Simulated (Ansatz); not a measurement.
# Ni: searching below the plain SCF

Aim: test whether Ni has a self-consistent state below the best one that plain SCF starts reached, by the runs listed below. System: Ni, its experimental structure (space group Fm-3m, primitive cell doubled); the cell holds 2 atoms. Source: COD entry 9013034.

The COD cell was measured well above room temperature, so it is larger than a cold one.

Program: Ansatz 0.2.0. Level of theory: DFT PBE, PAW, plane waves, scalar-relativistic. These are calculated values, not measurements.

### Step 1. The structure to begin with

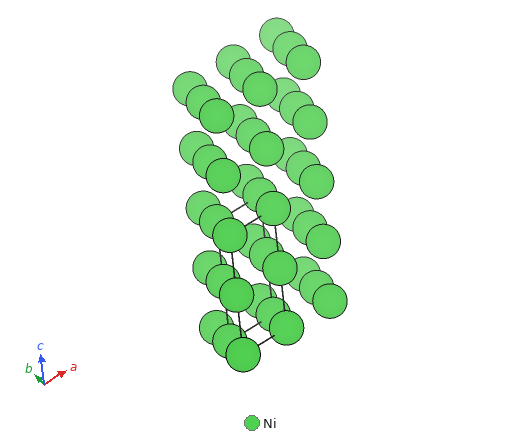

The starting structure, seen slightly off an axis (nickel green). 2×2×2 cells are drawn. Atoms on the faces are drawn again on the opposite ones.

Coordinates:

```
CELL_PARAMETERS angstrom
0.00000 1.80750 1.80750
1.80750 0.00000 1.80750
3.61500 3.61500 0.00000
ATOMIC_POSITIONS crystal
Ni 0.00000 0.00000 0.00000
Ni 0.00000 0.00000 0.50000
```

In tables a label like Ni2 counts atoms in the order of input.yaml; a structure file may count by element.

Known so far: 8 plain starts ended in 2 states. The lowest came from “parallel moments scaled by 0.03, plain SCF [Ni1 0.06, Ni2 0.06 μB]”: ferromagnetic, site moments Ni1 0.70, Ni2 0.70 μB, total 1.32 μB per cell, no gap on the k-mesh, free energy -11679.4166 eV.

Runs to come: parallel moments, default search for lower states; opposed moments +-, default search for lower states; the moments typed in its input, symmetry off, plain SCF; the moments typed in its input, standard search for lower states; the moments typed in its input, symmetry off, default search.

A plain SCF has the search for lower states switched off and ends at the first converged state. The default search lets the program follow hints of a lower state (another filling of open shells, a soft direction), where it sees any. The standard and full searches may also try other magnetic orders and fillings, and need not reach the lowest state. With a search on, the program may also reshape the start on open shells. 

Moments by site are taken inside atomic spheres; the rest lies between them.

### Step 2. Parallel moments, default search for lower states

input.yaml

```yaml
crystal:
  lattice:
    - [0.0, 1.8075, 1.8075]
    - [1.8075, 0.0, 1.8075]
    - [3.615, 3.615, 0.0]
  atoms:
    - { symbol: Ni, position: [0.0, 0.0, 0.0], spin: 2.0 }
    - { symbol: Ni, position: [0.0, 0.0, 0.5], spin: 2.0 }
magnetization:
  spin_polarized: true
hamiltonian:
  xc: pbe
  pseudopotentials: { kind: paw }
basis:
  ecutwfc: 420
kpoints:
  mp_grid: { grid: [14, 14, 7] }
scf:
  occupations: { method: fermi_dirac, width: 0.1 }
output:
  forces: true
  stress: true
```

Standard output, cut to the lines that bear on the results:

```text
[...]
Pseudopotentials: kind: paw
Pseudopotential: Ni, paw, valence charge 18, recommended cutoff 420 eV (normal), Ni.paw.azcp
Functional definition: PBE
[...]
Crystal: 2 atoms, lattice volume = 23.621 Å³
Basis set: ecut = 420 eV, 487 PW (Γ), exchange–correlation on 36×36×72 points (8 copies of the dense FFT grid, shifted against one another)
Bands: 24, of which v1, the nominal top of the filled ones, is band 18 counted from 1 (17 counted from 0)
Symmetry: 24 space group operations
Space group: Fm-3m (ITA 225), of the structure as read, at distance tolerance 2.9e-5 Å
Magnetic group: BNS 225.116 (UNI 1618), of the structure as read, at distance tolerance 2.9e-5 Å
k-points: 144 of 1372
[...]
Starting moments: Σ|m| = 4 μB on 2 of 2 sites
[...]
SCF iter   1: F=—  HF=-11678.244813 eV  |F-HF|=—  |Δ(HF+E_count)|=         —  Δρ=1.50e-1 (↑1.50e-1 ↓9.21e-2)  dr2=6.84e-1  dr2_m=3.12e0  M=1.880 μB ∫|m|=2.043 μB  β_m=0.30  ethr=1.90e-3  ⟨swp⟩=1.0  Hψ=34105  notcnv=0
[...]
SCF iter  10: F=-11679.416598 eV  HF=-11679.416598 eV  |F-HF|=5.46e-12  |Δ(HF+E_count)|=  9.17e-10  Δρ=6.47e-7 (↑4.50e-7 ↓6.47e-7)  dr2=1.85e-11  dr2_m=6.14e-11  M=1.318 μB ∫|m|=1.520 μB  ethr=3.35e-11  ⟨swp⟩=2.1  Hψ=21959  notcnv=0
[...]
SCF converged after 10 iterations
Magnetization: 1.3184 μB (18.6592 up, 17.3408 down)
Absolute magnetization: 1.5213 μB (∫|ρ↑−ρ↓|, with the PAW one-centre terms)
Spin contamination: 0.0173 ħ² per cell (⟨S²⟩ above its minimum at these occupations)
Per-site moments (μB) at R_I (Å): [(0.7014839815688205, 1.054428793270615), (0.7014839815688205, 1.054428793270615)]
Free energy (F): -11679.416598 eV
[...]
E sigma→0 (E₀):  -11679.356974 eV
Entropy (-TS):   -0.119247 eV (-59.624 meV/atom)
Fermi energy:    16.380949 eV
[... 24 lines left out: energy terms, forces, stress ...]
```

It took 15 s on 2 threads of an x86-64 CPU, shared host; peak memory 0.44 GiB.

The run ends in the same state as step 1 (ferromagnetic); it took 10 iterations.

### Step 3. Opposed moments +-, default search for lower states

Edit input.yaml of step 2 so:

```diff
@@ -7,3 +7,3 @@
     - { symbol: Ni, position: [0.0, 0.0, 0.0], spin: 2.0 }
-    - { symbol: Ni, position: [0.0, 0.0, 0.5], spin: 2.0 }
+    - { symbol: Ni, position: [0.0, 0.0, 0.5], spin: -2.0 }
 magnetization:
```

Standard output, cut to the lines that bear on the results:

```text
[... 11 lines as in an earlier run ...]
Symmetry: 12 space group operations
Space group: R-3m (ITA 166), of the structure as read, at distance tolerance 2.9e-5 Å
Magnetic group: BNS 166.102 (UNI 1332), of the structure as read, at distance tolerance 2.9e-5 Å
[... 5 lines as in an earlier run ...]
Starting moments: Σ|m| = 4 μB on 2 of 2 sites
Starting magnetic order: antiferromagnet; a translation exchanges its spin sublattices: spin-degenerate at every k-point
[... 2 lines as in an earlier run ...]
spin-down is spin-up translated by (0, 0, 0.5): one eigenproblem is solved per k-point and the antiferromagnetic symmetry of the starting moments is kept exactly by this SCF (crystal.symmetry.spin_inversion_symmetry: false solves both channels; [...]
SCF iter   1: F=—  HF=-11678.251560 eV  |F-HF|=—  |Δ(HF+E_count)|=         —  Δρ=1.57e-1 (↑1.57e-1 ↓1.57e-1)  dr2=6.45e-1  dr2_m=5.12e0  M=0.000 μB ∫|m|=1.606 μB  β_m=0.30  ethr=1.79e-3  ⟨swp⟩=1.2  Hψ=17292  notcnv=0
[...]
the run went on to a lower state, not held to the crystal's whole symmetry: an SCF along what the orbitals of the run's state read of its open shells (or to have them read: on a GPU, or by another smearing), with the run's symmetry operations kept and the antiferromagnet's [...]
WARN: the starting moments were not kept: 1 of 2 ended reversed and 1 kept their direction, counting a site from 0.1 of the cell's largest site moment. The largest reversed, site 1 (counted from 0, in the order of the report's site_moments_mub), started with -2.0 μB and closes at +7.0e-1 [...]
SCF converged after 2 iterations
Magnetization: 1.3184 μB (18.6592 up, 17.3408 down)
Absolute magnetization: 1.5214 μB (∫|ρ↑−ρ↓|, with the PAW one-centre terms)
Spin contamination: 0.0173 ħ² per cell (⟨S²⟩ above its minimum at these occupations)
Per-site moments (μB) at R_I (Å): [(0.7015175100469079, 1.054428793270615), (0.7014993885709561, 1.054428793270615)]
Free energy (F): -11679.416598 eV
[...]
E sigma→0 (E₀):  -11679.356975 eV
Entropy (-TS):   -0.119246 eV (-59.623 meV/atom)
Fermi energy:    16.380994 eV
[... 29 lines left out: energy terms, forces, stress, bands ...]
```

Wall time 74 s (2 threads of an x86-64 CPU, shared host); peak memory 0.78 GiB.

Nothing new: the 25 iterations lead to the state found in step 1 (ferromagnetic).

### Step 4. The moments typed in its input, symmetry off, plain SCF

Edit input.yaml of step 3 so:

```diff
@@ -6,4 +6,5 @@
   atoms:
-    - { symbol: Ni, position: [0.0, 0.0, 0.0], spin: 2.0 }
-    - { symbol: Ni, position: [0.0, 0.0, 0.5], spin: -2.0 }
+    - { symbol: Ni, position: [0.0, 0.0, 0.0], spin: 0.06 }
+    - { symbol: Ni, position: [0.0, 0.0, 0.5], spin: 0.06 }
+  symmetry: { detect: false, time_reversal: true }
 magnetization:
@@ -19,2 +20,3 @@
   occupations: { method: fermi_dirac, width: 0.1 }
+  lower_state_search: "off"
 output:
```

Standard output, cut to the lines that bear on the results:

```text
[... 10 lines as in an earlier run ...]
Bands: 23, of which v1, the nominal top of the filled ones, is band 18 counted from 1 (17 counted from 0)
Symmetry: 1 space group operations
k-points: 688 of 1372 (time reversal used)
[... 4 lines as in an earlier run ...]
Starting moments: Σ|m| = 0.12 μB on 2 of 2 sites
[... 2 lines as in an earlier run ...]
[...]
SCF iter   1: F=—  HF=-11679.374748 eV  |F-HF|=—  |Δ(HF+E_count)|=         —  Δρ=3.25e-2 (↑3.25e-2 ↓2.25e-2)  dr2=3.57e-1  dr2_m=6.70e-3  M=0.172 μB ∫|m|=0.176 μB  β_m=1.00  ethr=9.92e-4  ⟨swp⟩=1.0  Hψ=156644  notcnv=0
[...]
spin-set hold released at iteration 14 (site moments contracting): the magnetisation degrees of freedom join the quasi-Newton model from the next iteration; the mixer history was flushed
[...]
SCF iter  24: F=-11679.416598 eV  HF=-11679.416598 eV  |F-HF|=8.99e-9  |Δ(HF+E_count)|=   1.82e-8  Δρ=6.09e-6 (↑9.63e-7 ↓6.09e-6)  dr2=1.02e-8  dr2_m=2.01e-9  M=1.318 μB ∫|m|=1.520 μB  ethr=2.78e-10  ⟨swp⟩=3.0  Hψ=113738  notcnv=0
[...]
SCF converged after 24 iterations
Magnetization: 1.3184 μB (18.6592 up, 17.3408 down)
Absolute magnetization: 1.5213 μB (∫|ρ↑−ρ↓|, with the PAW one-centre terms)
Spin contamination: 0.0173 ħ² per cell (⟨S²⟩ above its minimum at these occupations)
Per-site moments (μB) at R_I (Å): [(0.7014762591044281, 1.054428793270615), (0.7014932514518324, 1.054428793270615)]
Free energy (F): -11679.416598 eV
[...]
E sigma→0 (E₀):  -11679.356974 eV
Entropy (-TS):   -0.119248 eV (-59.624 meV/atom)
Fermi energy:    16.380948 eV
[... 24 lines left out: energy terms, forces, stress ...]
```

It took 1.9 min on 2 threads of an x86-64 CPU, shared host; peak memory 0.9 GiB.

Nothing new: the 24 iterations lead to the state found in step 1 (ferromagnetic).

### Step 5. The moments typed in its input, standard search for lower states

Edit input.yaml of step 4 so:

```diff
@@ -8,3 +8,2 @@
     - { symbol: Ni, position: [0.0, 0.0, 0.5], spin: 0.06 }
-  symmetry: { detect: false, time_reversal: true }
 magnetization:
@@ -20,3 +19,3 @@
   occupations: { method: fermi_dirac, width: 0.1 }
-  lower_state_search: "off"
+  lower_state_search: standard
 output:
```

Standard output, cut to the lines that bear on the results:

```text
the run goes by scf.lower_state_search standard: where its kind and settings allow, a search for a lower-energy state can add stability tests and further SCF calculations, which can take several times, in some runs tens of times, as long as the SCF (see the manual's entry of the key); [...]
[... 19 lines as in an earlier run ...]
Starting moments: Σ|m| = 0.12 μB on 2 of 2 sites
[... 2 lines as in an earlier run ...]
[...]
SCF iter   1: F=—  HF=-11678.108398 eV  |F-HF|=—  |Δ(HF+E_count)|=         —  Δρ=1.49e-1 (↑9.14e-2 ↓1.49e-1)  dr2=5.89e-1  dr2_m=3.09e0  M=1.587 μB ∫|m|=1.667 μB  β_m=0.30  ethr=1.64e-3  ⟨swp⟩=1.0  Hψ=32852  notcnv=0
[...]
SCF iter  11: F=-11679.416598 eV  HF=-11679.416598 eV  |F-HF|=1.27e-11  |Δ(HF+E_count)|=   1.41e-9  Δρ=2.44e-7 (↑8.89e-8 ↓2.44e-7)  dr2=1.75e-11  dr2_m=1.47e-12  M=1.318 μB ∫|m|=1.520 μB  ethr=2.82e-11  ⟨swp⟩=2.1  Hψ=21299  notcnv=0
[...]
SCF converged after 11 iterations
Magnetization: 1.3184 μB (18.6592 up, 17.3408 down)
Absolute magnetization: 1.5213 μB (∫|ρ↑−ρ↓|, with the PAW one-centre terms)
Spin contamination: 0.0173 ħ² per cell (⟨S²⟩ above its minimum at these occupations)
Per-site moments (μB) at R_I (Å): [(0.7014870548904099, 1.054428793270615), (0.70148705489041, 1.054428793270615)]
Free energy (F): -11679.416598 eV
[...]
E sigma→0 (E₀):  -11679.356975 eV
Entropy (-TS):   -0.119247 eV (-59.624 meV/atom)
Fermi energy:    16.380948 eV
[... 24 lines left out: energy terms, forces, stress ...]
```

Wall time 13 s (2 threads of an x86-64 CPU, shared host); peak memory 0.44 GiB.

The run ends in the same state as step 1 (ferromagnetic); it took 11 iterations.

### Step 6. The moments typed in its input, symmetry off, default search

Edit input.yaml of step 5 so:

```diff
@@ -8,2 +8,3 @@
     - { symbol: Ni, position: [0.0, 0.0, 0.5], spin: 0.06 }
+  symmetry: { detect: false, time_reversal: true }
 magnetization:
@@ -19,3 +20,2 @@
   occupations: { method: fermi_dirac, width: 0.1 }
-  lower_state_search: standard
 output:
```

Standard output, cut to the lines that bear on the results:

```text
[... 17 lines as in an earlier run ...]
Starting moments: Σ|m| = 0.12 μB on 2 of 2 sites
[... 2 lines as in an earlier run ...]
[...]
SCF iter   1: F=—  HF=-11678.107361 eV  |F-HF|=—  |Δ(HF+E_count)|=         —  Δρ=1.49e-1 (↑9.14e-2 ↓1.49e-1)  dr2=5.89e-1  dr2_m=3.09e0  M=1.587 μB ∫|m|=1.667 μB  β_m=0.30  ethr=1.64e-3  ⟨swp⟩=1.0  Hψ=156643  notcnv=0
[...]
SCF iter  12: F=-11679.416598 eV  HF=-11679.416598 eV  |F-HF|=3.49e-10  |Δ(HF+E_count)|=  1.26e-10  Δρ=8.52e-7 (↑4.30e-7 ↓8.52e-7)  dr2=3.74e-10  dr2_m=1.18e-11  M=1.318 μB ∫|m|=1.520 μB  ethr=1.02e-12  ⟨swp⟩=1.1  Hψ=94964  notcnv=0
[...]
SCF converged after 12 iterations
Magnetization: 1.3184 μB (18.6592 up, 17.3408 down)
Absolute magnetization: 1.5213 μB (∫|ρ↑−ρ↓|, with the PAW one-centre terms)
Spin contamination: 0.0173 ħ² per cell (⟨S²⟩ above its minimum at these occupations)
Per-site moments (μB) at R_I (Å): [(0.7014887290599399, 1.054428793270615), (0.7014853260748991, 1.054428793270615)]
Free energy (F): -11679.416598 eV
[...]
E sigma→0 (E₀):  -11679.356975 eV
Entropy (-TS):   -0.119247 eV (-59.624 meV/atom)
Fermi energy:    16.380949 eV
[... 24 lines left out: energy terms, forces, stress ...]
```

Run time: 84 s. Hardware: 2 threads of an x86-64 CPU, shared host; peak memory 0.95 GiB.

Nothing new: the 12 iterations lead to the state found in step 1 (ferromagnetic).

### Step 7. The runs side by side

```
step  iterations  state  moments of Ni1 Ni2 (μB)  total (μB)  gap (eV)  pressure (GPa)  above lowest (meV/atom)
   1          22      1                0.70 0.70        1.32      none           -12.7                      0.0
   2          10      1                0.70 0.70        1.32      none           -12.7                      0.0
   3          25      1                0.70 0.70        1.32      none           -12.8                      0.0
   4          24      1                0.70 0.70        1.32      none           -12.7                      0.0
   5          11      1                0.70 0.70        1.32      none           -12.7                      0.0
   6          12      1                0.70 0.70        1.32      none           -12.7                      0.0
```

States are numbered from the lowest. Starts by step: 2 parallel moments, default search for lower states; 3 opposed moments +-, default search for lower states; 4 the moments typed in its input, symmetry off, plain SCF; 5 the moments typed in its input, standard search for lower states; 6 the moments typed in its input, symmetry off, default search. Step 1 is the best of the earlier plain starts.

The 5 runs of this session took 5.1 min in all, from 13 s to 1.9 min each.

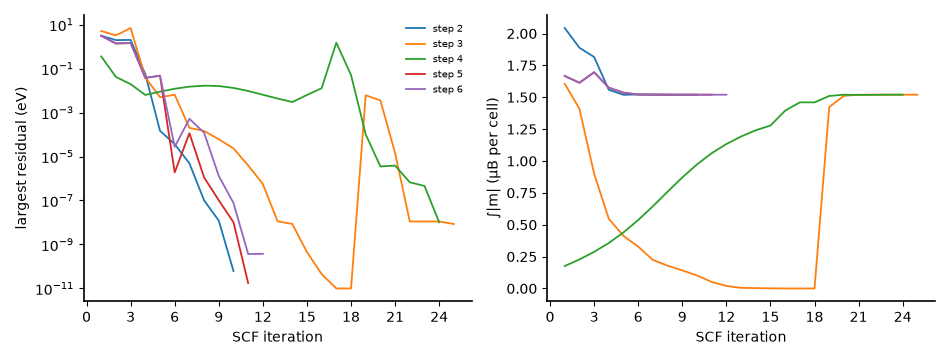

Residual and absolute moment along the iterations.

### Step 8. Results

| quantity | value |
| --- | --- |
| distinct states | 1 from 6 converged runs, the best start of step 1 counted |
| lowest state | ferromagnetic |
| its moments | Ni1 0.70, Ni2 0.70 μB |
| total moment | 1.32 μB per cell |
| gap on the k-mesh | none |
| pressure | -12.7 GPa |
| largest force | 0.000 eV/Å |

What this shows: Nothing lower turns up: the best plain start stands. Distinct end states: 1, from 6 converged runs. These are lowest states among those tried, not proven ground states.
